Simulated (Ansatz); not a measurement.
**Geometry relaxation, with input and output: VN$_{2}$ (part 2 of 2)**

The same run, continued: VN$_{2}$ (I4/mcm, 6 atoms in the cell); DFT PBE, scalar-relativistic, plane waves, PAW, no spin polarisation (Ansatz 0.2.0); cutoff 420 eV, 12×12×12 k-mesh, Gaussian smearing of 0.1 eV. The structure derives from an entry of the Crystallography Open Database. It belongs to a series of runs on one base structure; here: relaxed functional: PBE.

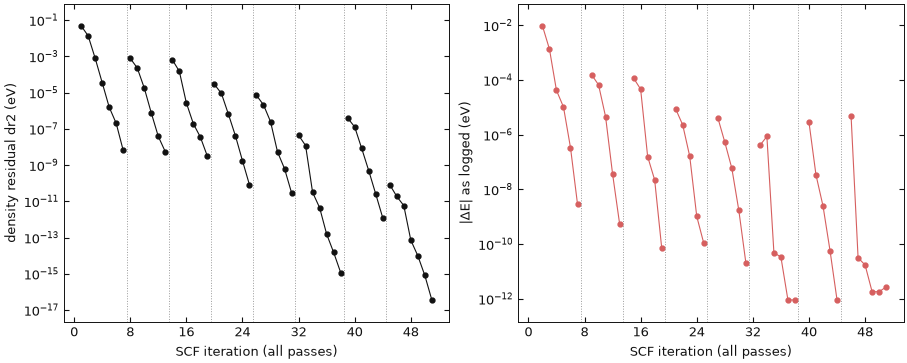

Convergence of the self-consistent field: density residual dr2 and size of the energy change against the SCF iteration. The dotted lines part the SCF passes of the relaxation: geometry steps, rejected trials and re-solves on a re-selected basis. The 8 passes take 6 to 7 iterations each, 51 in all.

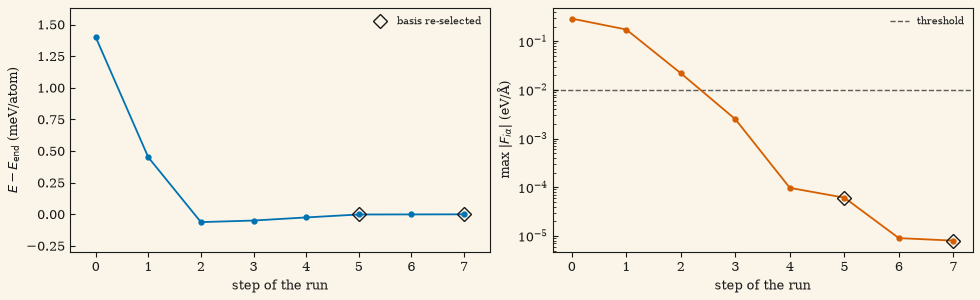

Progress of the relaxation, step by step (the first geometry is step 0 here and step 1 in the log). After 5 geometry steps the energy has fallen by 1.4 meV per atom. The largest force component goes from 0.29 to under 0.0001 eV/Å. Pressure: −0.93 GPa at the start and 0.00 GPa at the end. The basis was re-selected once at an unchanged geometry, which shifts the energy a little without any move. The largest moves relative to the cell, 0.009 Å, are those of N3, N4, N5 and N6. V stays in place. Among the contacts that change: N3–N5 1.400 → 1.383 Å, V1–V2 2.491 → 2.484 Å. The space group stays I4/mcm (No. 140). The energy change given includes the shifts at the re-selections in mid-walk, which come without any move. A last SCF at the same geometry on a re-selected plane-wave basis shifts the energy by +0.0 meV per atom. (Atoms are counted from 1 in the order of the input.)

```
basis re-selected at this cell: Δ(F+E_penalty+E_count) = +5.453e-6 eV, ΔP = -0.000 GPa vs the last step (what re-selecting the basis moved, of the pressure what is left beyond the Pulay correction that the steps carried, after the strain that the cell walked since its last selection, with what the two solves' SCF thresholds leave and, on support functions, any second-order correction that the steps lacked; it is no measure of the basis error at this ecutwfc). This SCF's stress stands 1.95e-3 GPa from its target on what of the cell is left free (relax.cell.stress_tol is 5.00e-2 GPa) and its largest allowed force component is 8.38e-6 eV/Å (relax.f_tol is 1.00e-2 eV/Å): within both
SCF converged after 7 iterations
Free energy (F): -7362.716161 eV
Harris-Foulkes:  -7362.716161 eV  (|F-HF|=1.82e-12)
Internal energy: -7362.703530 eV  (E = F + TS)
E sigma→0 (E₀):  -7362.709845 eV
Entropy (-TS):   -0.012631 eV (-2.105 meV/atom)
Fermi energy:    17.347495 eV
--- Per-component energies (eV) ---
  E_band       = -183.070993
  E_kinetic    = 1200.788703
  E_local      = -2206.369283  (includes V_loc(G=0)·N_el)
  E_nonlocal   = 87.111336
  E_hartree    = 920.931398
  E_xc         = -503.058736
  E_vxc        = -639.092580  (∫ρ·V_xc dr)
  E_paw        = -2731.526333  (= ΣΔE_a)
  E_vpaw       = -467.372796  (= ΣTr[D̂ρ^β])
  E_aug_tail   = 0.000830  (compensation charges beyond the density's cutoff)
  E_ewald      = -4130.581445
  E_smearing   = -0.012631  (= −TS)
  E_closure    = 0.000000  (closes the sum)
  Σ components = -7362.716161   (vs F -7362.716161, Δ=0.00e0)
--- Forces (eV/Å), atoms counted from 1 ---
  atom   1  V      0.00000000     0.00000000    -0.00000000
  atom   2  V     -0.00000000     0.00000000     0.00000000
  atom   3  N     -0.00000838    -0.00000838     0.00000000
  atom   4  N      0.00000838    -0.00000838     0.00000000
  atom   5  N      0.00000838     0.00000838     0.00000000
  atom   6  N     -0.00000838     0.00000838    -0.00000000
  max |Σ_I F_I| component: 9.54e-17 eV/Å
--- Stress (GPa, compression-positive) ---
       -0.001624      -0.000000      -0.000000
       -0.000000      -0.001624       0.000000
       -0.000000       0.000000       0.001952
  P = ⅓ Tr σ = -0.0004 GPa (-0.004 kbar)
--- Band table (eV; the first three rows and the last of 163) ---
  k-point 0: bands = ["-48.2431", "-48.0777", "-22.3371", "-22.0923", "-22.0923", "-22.0865", "-22.0865", "-21.4552", "-4.6012", "-1.6904", "4.2963", "4.2963", "8.6184", "8.9083", "9.0608", "10.6209", "10.6209", "13.4904", "14.1119", "14.4129", "14.6889", "14.7930", "14.7930", "18.1059", "18.3033", "18.3033", "18.6331", "19.2847", "19.5069"]
  k-point 1: bands = ["-48.2421", "-48.0786", "-22.3394", "-22.0995", "-22.0937", "-22.0854", "-22.0830", "-21.4544", "-4.5373", "-1.7630", "4.3396", "4.3964", "8.3469", "8.6384", "9.0493", "10.5868", "11.3316", "13.4088", "13.9891", "14.4229", "14.5708", "14.7592", "14.8205", "18.0158", "18.2768", "18.4184", "18.4960", "19.4138", "19.5041"]
  k-point 2: bands = ["-48.2394", "-48.0809", "-22.3458", "-22.1347", "-22.0976", "-22.0821", "-22.0577", "-21.4519", "-4.3555", "-1.9468", "4.4603", "4.5305", "7.5962", "8.6934", "9.2500", "10.4995", "12.3440", "13.2216", "13.6698", "14.0340", "14.4630", "14.8445", "14.9616", "17.9711", "18.1097", "18.3122", "18.5037", "19.5032", "19.7201"]
  k-point 162: bands = ["-48.2138", "-48.1034", "-22.4132", "-22.2429", "-22.2429", "-21.9668", "-21.9668", "-21.4296", "-3.0478", "-2.8230", "4.4125", "4.4125", "6.9618", "9.9097", "9.9097", "10.6550", "10.8719", "11.0536", "12.6620", "15.2909", "15.2909", "17.1076", "17.1481", "17.1875", "17.2996", "17.3719", "19.2091", "19.2091", "19.2942"]
--- Relaxed structure (6 steps of the walk, 6 accepted, 2 SCFs on fresh bases) ---
  F+E_penalty+E_count = -7362.71616098 eV   max|allowed force component| = 8.385e-6 eV/Å   (the final SCF, on the basis selected at the relaxed cell)
  cell:  # Å, volume = 46.0769 Å³
    - [-2.1533510154846485, 2.1533510154846485, 2.4842377429765325]
    - [2.1533510154846485, -2.1533510154846485, 2.4842377429765325]
    - [2.1533510154846485, 2.1533510154846485, -2.4842377429765325]
  atoms:
    - { symbol: V, position: [0.25000000000000006, 0.25000000000000006, -3.8726757245924795e-20] }
    - { symbol: V, position: [0.75, 0.75, -3.8726757245924783e-20] }
    - { symbol: N, position: [0.11357294700657403, 0.6135729470065739, 0.7271458940131479] }
    - { symbol: N, position: [0.6135729470065738, 0.8864270529934262, 0.5] }
    - { symbol: N, position: [0.8864270529934263, 0.3864270529934261, 0.27285410598685217] }
    - { symbol: N, position: [0.3864270529934261, 0.11357294700657393, 0.5] }
```

Trajectory as extended XYZ (Å, eV, eV/Å), 8 frames, from step=1 to step=8:
```
6
Lattice="-2.1507 2.1507 2.4914 2.1507 -2.1507 2.4914 2.1507 2.1507 -2.4914" Properties=species:S:1:pos:R:3:forces:R:3 step=1 energy=-7362.70775 pressure_GPa=-0.93
V     0.0000    0.0000    1.2457    0.0000   0.0000   0.0000
V     0.0000    0.0000    3.7370    0.0000   0.0000   0.0000
N     2.6459    0.4951    0.0000   -0.2914  -0.2914   0.0000
N     1.6556    0.4951    2.4914    0.2914  -0.2914   0.0000
N    -0.4951    1.6556    2.4914    0.2914   0.2914   0.0000
N     0.4951    1.6556    0.0000   -0.2914   0.2914   0.0000
6
Lattice="-2.1550 2.1550 2.4799 2.1550 -2.1550 2.4799 2.1550 2.1550 -2.4799" Properties=species:S:1:pos:R:3:forces:R:3 step=2 energy=-7362.71346 pressure_GPa=-0.54
V     0.0000    0.0000    1.2400    0.0000   0.0000   0.0000
V     0.0000    0.0000    3.7199    0.0000   0.0000   0.0000
N     2.6481    0.4932    0.0000   -0.1739  -0.1739   0.0000
N     1.6618    0.4932    2.4799    0.1739  -0.1739   0.0000
N    -0.4932    1.6618    2.4799    0.1739   0.1739   0.0000
N     0.4932    1.6618    0.0000   -0.1739   0.1739   0.0000
6
Lattice="-2.1528 2.1528 2.4808 2.1528 -2.1528 2.4808 2.1528 2.1528 -2.4808" Properties=species:S:1:pos:R:3:forces:R:3 step=3 energy=-7362.71653 pressure_GPa=0.52
V     0.0000    0.0000    1.2404    0.0000   0.0000   0.0000
V     0.0000    0.0000    3.7212    0.0000   0.0000   0.0000
N     2.6424    0.4896    0.0000   -0.0220  -0.0220   0.0000
N     1.6631    0.4896    2.4808    0.0220  -0.0220   0.0000
N    -0.4896    1.6631    2.4808    0.0220   0.0220   0.0000
N     0.4896    1.6631    0.0000   -0.0220   0.0220   0.0000
6
Lattice="-2.1532 2.1532 2.4829 2.1532 -2.1532 2.4829 2.1532 2.1532 -2.4829" Properties=species:S:1:pos:R:3:forces:R:3 step=4 energy=-7362.71646 pressure_GPa=0.21
V     0.0000    0.0000    1.2414    0.0000   0.0000   0.0000
V     0.0000    0.0000    3.7243    0.0000   0.0000   0.0000
N     2.6424    0.4892    0.0000   -0.0025  -0.0025   0.0000
N     1.6640    0.4892    2.4829    0.0025  -0.0025   0.0000
N    -0.4892    1.6640    2.4829    0.0025   0.0025   0.0000
N     0.4892    1.6640    0.0000   -0.0025   0.0025   0.0000
6
Lattice="-2.1535 2.1535 2.4839 2.1535 -2.1535 2.4839 2.1535 2.1535 -2.4839" Properties=species:S:1:pos:R:3:forces:R:3 step=5 energy=-7362.71631 pressure_GPa=-0.00
V     0.0000    0.0000    1.2420    0.0000   0.0000   0.0000
V     0.0000    0.0000    3.7259    0.0000   0.0000   0.0000
N     2.6426    0.4891    0.0000   -0.0001  -0.0001   0.0000
N     1.6643    0.4891    2.4839    0.0001  -0.0001   0.0000
N    -0.4891    1.6643    2.4839    0.0001   0.0001   0.0000
N     0.4891    1.6643    0.0000   -0.0001   0.0001   0.0000
6
Lattice="-2.1535 2.1535 2.4839 2.1535 -2.1535 2.4839 2.1535 2.1535 -2.4839" Properties=species:S:1:pos:R:3:forces:R:3 step=6 energy=-7362.71617 pressure_GPa=-0.01
V     0.0000    0.0000    1.2420    0.0000   0.0000   0.0000
V     0.0000    0.0000    3.7259    0.0000   0.0000   0.0000
N     2.6426    0.4891    0.0000   -0.0001  -0.0001   0.0000
N     1.6643    0.4891    2.4839    0.0001  -0.0001   0.0000
N    -0.4891    1.6643    2.4839    0.0001   0.0001   0.0000
N     0.4891    1.6643    0.0000   -0.0001   0.0001   0.0000
6
Lattice="-2.1534 2.1534 2.4842 2.1534 -2.1534 2.4842 2.1534 2.1534 -2.4842" Properties=species:S:1:pos:R:3:forces:R:3 step=7 energy=-7362.71617 pressure_GPa=-0.00
V     0.0000    0.0000    1.2421    0.0000   0.0000   0.0000
V     0.0000    0.0000    3.7264    0.0000   0.0000   0.0000
N     2.6425    0.4891    0.0000    0.0000   0.0000   0.0000
N     1.6642    0.4891    2.4842    0.0000   0.0000   0.0000
N    -0.4891    1.6642    2.4842    0.0000   0.0000   0.0000
N     0.4891    1.6642    0.0000    0.0000   0.0000   0.0000
6
Lattice="-2.1534 2.1534 2.4842 2.1534 -2.1534 2.4842 2.1534 2.1534 -2.4842" Properties=species:S:1:pos:R:3:forces:R:3 step=8 energy=-7362.71616 pressure_GPa=-0.00
V     0.0000    0.0000    1.2421    0.0000   0.0000   0.0000
V     0.0000    0.0000    3.7264    0.0000   0.0000   0.0000
N     2.6425    0.4891    0.0000    0.0000   0.0000   0.0000
N     1.6642    0.4891    2.4842    0.0000   0.0000   0.0000
N    -0.4891    1.6642    2.4842    0.0000   0.0000   0.0000
N     0.4891    1.6642    0.0000    0.0000   0.0000   0.0000
```

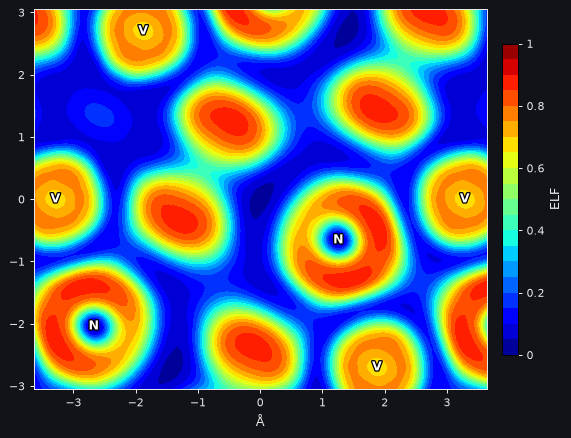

ELF on the (111) plane of the conventional cell. Atoms in the plane: V and N. V–N (2.13 Å): the ELF is about 0.30 at the midpoint (a polar contact without a shared pair, in a metal). The strong features right at V lie inside the PAW spheres (semicore, d or f shells) and say nothing about bonding. The fields are those of the smooth PAW valence density.

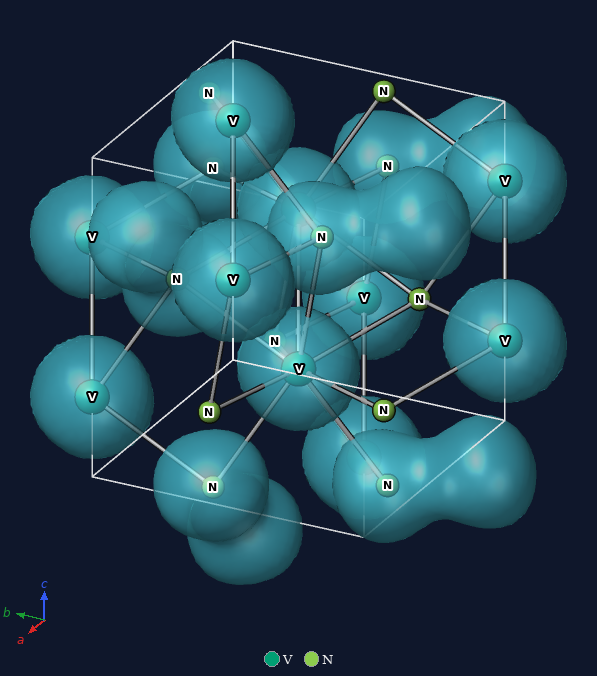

Isosurface of the valence electron density at 0.8 e/Å³ (cyan), seen at an oblique angle. Sticks mark near contacts. The outline is the cell set on symmetry axes. At this value the density breaks into separate islands; it holds about 75 % of the electrons treated as valence (semicore included). It is pinched off along the V–N (2.13 Å) and V–V (2.48 Å) contacts. On the grid the lowest density along these lines, outside the cores, is 2.3 e/Å³ (N–N, 1.38 Å), 0.52 e/Å³ (V–N, 2.13 Å) and 0.37 e/Å³ (V–V, 2.48 Å).

The run was set up as follows.

Input file:
```yaml
crystal:
  lattice:
    - [-2.15075, 2.15075, 2.49135]
    - [2.15075, -2.15075, 2.49135]
    - [2.15075, 2.15075, -2.49135]
  atoms:
    - { symbol: V, position: [0.25, 0.25, 0.0] }
    - { symbol: V, position: [0.75, 0.75, 0.0] }
    - { symbol: "N", position: [0.1151, 0.6151, 0.7302] }
    - { symbol: "N", position: [0.6151, 0.8849, 0.5] }
    - { symbol: "N", position: [0.8849, 0.3849, 0.2698] }
    - { symbol: "N", position: [0.3849, 0.1151, 0.5] }
basis:
  ecutwfc: 420
kpoints:
  mp_grid: { grid: [12, 12, 12] }
hamiltonian:
  xc: pbe
scf:
  occupations: { method: gaussian, width: 0.1 }
output:
  forces: true
  stress: true
  eigenvalues: true
  write_density: true
  write_potential: true
  elf: true
  volumetric_format: npy
relax:
  adjacent_minimum: "off"
  f_tol: 0.01
  max_steps: 60
  cell: { stress_tol: 0.05 }
```

Run as:
```bash
ansatz run input.yaml --threads 1 --pin off --max-ram 2560MiB --backend cpu --events-out ev --progress --plain --runs-dir out
```

Summary:

| quantity | value |
| --- | --- |
| outcome | converged |
| space group (tolerance 0.01 Å) | I4/mcm (140) |
| electrons treated | 46 |
| free energy | −7362.7162 eV |
| Fermi energy | 17.347 eV |
| gap on the k-point mesh | none (metallic) |
| pressure | 0.00 GPa |
| final volume | 46.08 Å³ |
| largest force (length of the vector) at the end | under 0.001 eV/Å |
| final cell | a = 3.930 Å, b = 3.930 Å, c = 3.930 Å, α = 113.55°, β = 113.55°, γ = 101.59° |
| hardware | 1 thread of Intel Xeon @ 2.70GHz, 189 GiB of memory available, shared host |
| wall time | 83 s |
| peak memory | 0.5 GiB |

The run has no spin polarisation, so a magnetic state may lie lower.
